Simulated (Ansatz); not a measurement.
**PbF$_{2}$: 5 runs along one coordinate**

System: PbF$_{2}$ (3 atoms in the cell).
Method: DFT PBE+D3(BJ), scalar-relativistic, plane waves, PAW, no spin polarisation (Ansatz 0.2.0).

The 5 runs differ only in the geometry, by a strain of the cell at fixed fractional positions. Against run 3, the strain is εxx = η and εyy = η. The structure derives from an entry of the Crystallography Open Database.

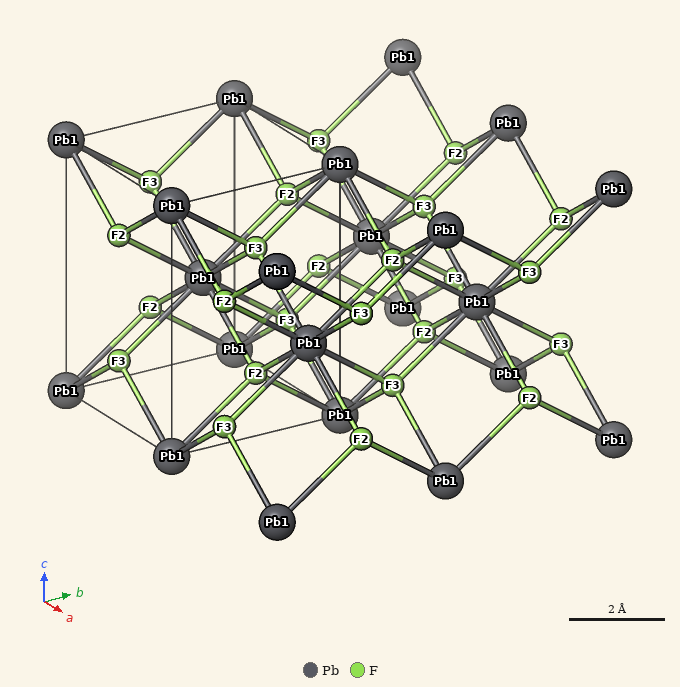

Figure 1. The structure of run 3 (ball-and-stick view of the cell 2 times as large as that of the calculation, set on its symmetry axes, repeated 2 × 2 × 1, seen at an oblique angle; atoms are numbered from 1 in the order of the input).

## Input of run 3
```yaml
crystal:
  lattice:
    - [0.0, 2.96985, 2.8807545]
    - [2.96985, 0.0, 2.8807545]
    - [2.96985, 2.96985, 0.0]
  atoms:
    - { symbol: Pb, position: [0.0, 0.0, 0.0] }
    - { symbol: F, position: [0.25, 0.25, 0.25] }
    - { symbol: F, position: [0.75, 0.75, 0.75] }
basis:
  ecutwfc: 420
kpoints:
  mp_grid: { grid: [8, 8, 8] }
hamiltonian:
  xc: pbe
  dispersion: d3bj
scf:
  occupations: { method: gaussian, width: 0.05 }
output:
  forces: true
  stress: true
  eigenvalues: true
```

Command:
```bash
ansatz run input.yaml --threads 1 --pin off --max-ram 1228MiB --backend cpu --events-out ev --progress --plain --runs-dir out
```

Lattice vectors (Å) and fractional positions of run 3:
```
   0.000000    2.969850    2.880755
   2.969850    0.000000    2.880755
   2.969850    2.969850    0.000000
Pb  0.000000  0.000000  0.000000
F   0.250000  0.250000  0.250000
F   0.750000  0.750000  0.750000
```

Run 4 differs from it as follows:
```diff
-    - [0.0, 2.96985, 2.8807545]
-    - [2.96985, 0.0, 2.8807545]
-    - [2.96985, 2.96985, 0.0]
+    - [0.0, 3.01439775, 2.8807545]
+    - [3.01439775, 0.0, 2.8807545]
+    - [3.01439775, 3.01439775, 0.0]
```

## Results, with one run withheld

| run | strain parameter η (%) | free energy per atom, from the lowest run given (meV) | pressure (GPa) | gap on the mesh (eV) |
| --- | --- | --- | --- | --- |
| 1 | −3.0000 | 36.72 | 9.22 | 4.38 |
| 2 | −1.5000 | 13.69 | 6.00 | 4.34 |
| 3 | 0.0000 | 0.49 | 3.22 | 4.29 |
| 4 | 1.5000 | ? | ? | ? |
| 5 | 3.0000 | 0.00 | −1.24 | 4.21 |

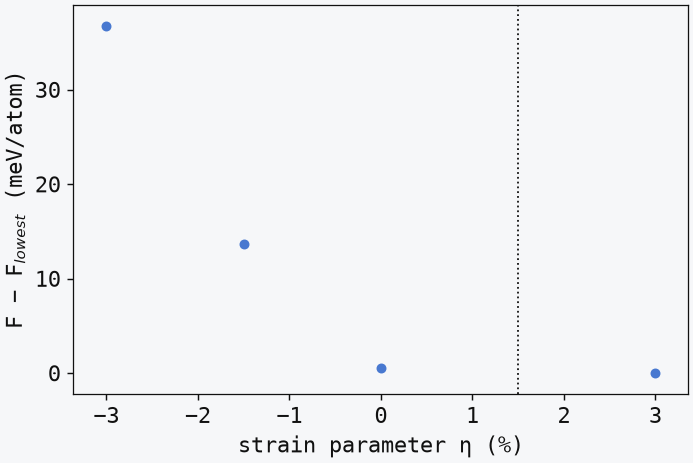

Figure 2. Free energy per atom of the runs given; the dotted line marks run 4.

What should run 4 give?

A quadratic polynomial in the coordinate, fitted to the 4 runs given, misses them by at most 0.26 meV per atom. With x = η + 0.3750, it reads F = 2.8634 − 7.601 x + 2.0036 x² (meV per atom). At run 4 it gives −4.34 meV per atom, and the run itself gives −3.76. The fit has its minimum at η = 1.5218 %. So low a polynomial doesn't follow these energies more closely. The gap on the mesh goes, without turning, from 4.38 eV in run 1 to 4.21 eV in run 5; run 4 has 4.25 eV. These are gaps of this functional on this mesh, which can miss the band edges; they aren't the measured gap.

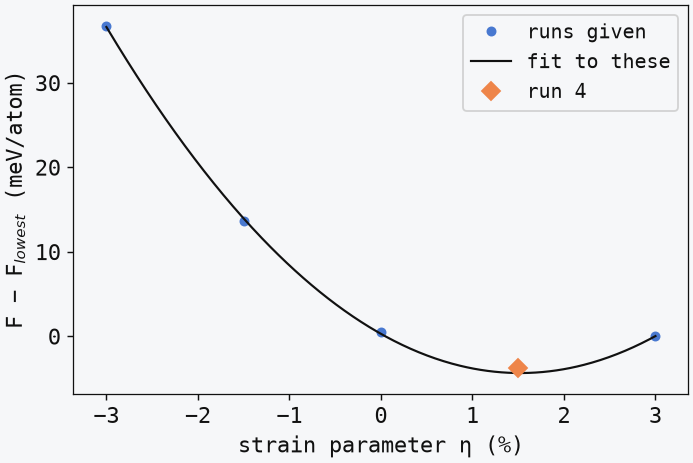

Figure 3. The fit and the withheld run.

## Output, shortened to warnings, some set-up lines, iterations and results (run 4)
```
Basis set: ecut = 420 eV, 1009 PW (Γ), exchange–correlation on 60×60×60 points (8 copies of the dense FFT grid, shifted against one another)
Symmetry: 16 space group operations
k-points: 59 of 512
Initial density: superposition of atomic densities (neutral atoms: chi_scale 0, normalization atom), corrected by the library's trained network
[...]
SCF iter   1: F=—  HF=-13525.147295 eV  |F-HF|=—  |Δ(HF+E_count)|=         —  Δρ=5.08e-4  dr2=4.84e-5  ethr=1.77e-3  ⟨swp⟩=6.0  Hψ=5454  notcnv=0
SCF iter   2: F=—  HF=-13525.146621 eV  |F-HF|=—  |Δ(HF+E_count)|=   6.74e-4  Δρ=4.25e-4  dr2=3.63e-5  ethr=1.73e-7  ⟨swp⟩=3.3  Hψ=2894  notcnv=0
SCF iter   3: F=—  HF=-13525.146651 eV  |F-HF|=—  |Δ(HF+E_count)|=   2.95e-5  Δρ=2.01e-4  dr2=4.44e-6  ethr=1.30e-7  ⟨swp⟩=2.1  Hψ=1481  notcnv=0
SCF iter   4: F=—  HF=-13525.146696 eV  |F-HF|=—  |Δ(HF+E_count)|=   4.54e-5  Δρ=6.71e-5  dr2=1.23e-6  ethr=1.59e-8  ⟨swp⟩=2.0  Hψ=1857  notcnv=0
SCF iter   5: F=—  HF=-13525.146698 eV  |F-HF|=—  |Δ(HF+E_count)|=   2.20e-6  Δρ=2.99e-5  dr2=2.77e-7  ethr=4.39e-9  ⟨swp⟩=2.0  Hψ=1875  notcnv=0
SCF iter   6: F=-13525.146698 eV  HF=-13525.146698 eV  |F-HF|=5.96e-9  |Δ(HF+E_count)|=   1.16e-7  Δρ=2.34e-6  dr2=9.19e-10  ethr=3.57e-10  ⟨swp⟩=5.0  Hψ=4589  notcnv=0
SCF 1 converged in 6 iterations: F = -13525.146698 eV  dr2 = 9.19e-10
SCF converged after 6 iterations
Free energy (F): -13525.146698 eV
Harris-Foulkes:  -13525.146698 eV  (|F-HF|=5.96e-9)
Internal energy: -13525.146698 eV  (E = F + TS)
E sigma→0 (E₀):  -13525.146698 eV
Fermi energy:    7.157065 eV
--- Per-component energies (eV) ---
  E_band       = -124.634778
  E_kinetic    = 698.422836
  E_local      = -2259.451876  (includes V_loc(G=0)·N_el)
  E_nonlocal   = 496.975700
  E_hartree    = 868.122082
  E_xc         = -381.776847
  E_vxc        = -338.313537  (∫ρ·V_xc dr)
  E_paw        = -10801.713857  (= ΣΔE_a)
  E_vpaw       = -458.516801  (= ΣTr[D̂ρ^β])
  E_aug_tail   = 0.004142  (compensation charges beyond the density's cutoff)
  E_ewald      = -2145.270726
  E_disp       = -0.458152  (pairwise vdW)
  E_smearing   = -0.000000  (= −TS)
  E_closure    = -0.000000  (closes the sum)
  Σ components = -13525.146698   (vs F -13525.146698, Δ=0.00e0)
--- Forces (eV/Å), atoms counted from 1 ---
  atom   1  Pb    -0.00000000     0.00000000     0.00000000
  atom   2  F     -0.00000000     0.00000000     0.00000000
  atom   3  F     -0.00000000     0.00000000     0.00000000
  max |Σ_I F_I| component: 1.39e-17 eV/Å
--- Stress (GPa, compression-positive) ---
        0.032128       0.000000       0.000000
        0.000000       0.032128       0.000000
        0.000000       0.000000       2.399345
  P = ⅓ Tr σ = 0.8212 GPa (8.212 kbar)
```

Notes: Spin–orbit coupling is left out, which matters for Pb.
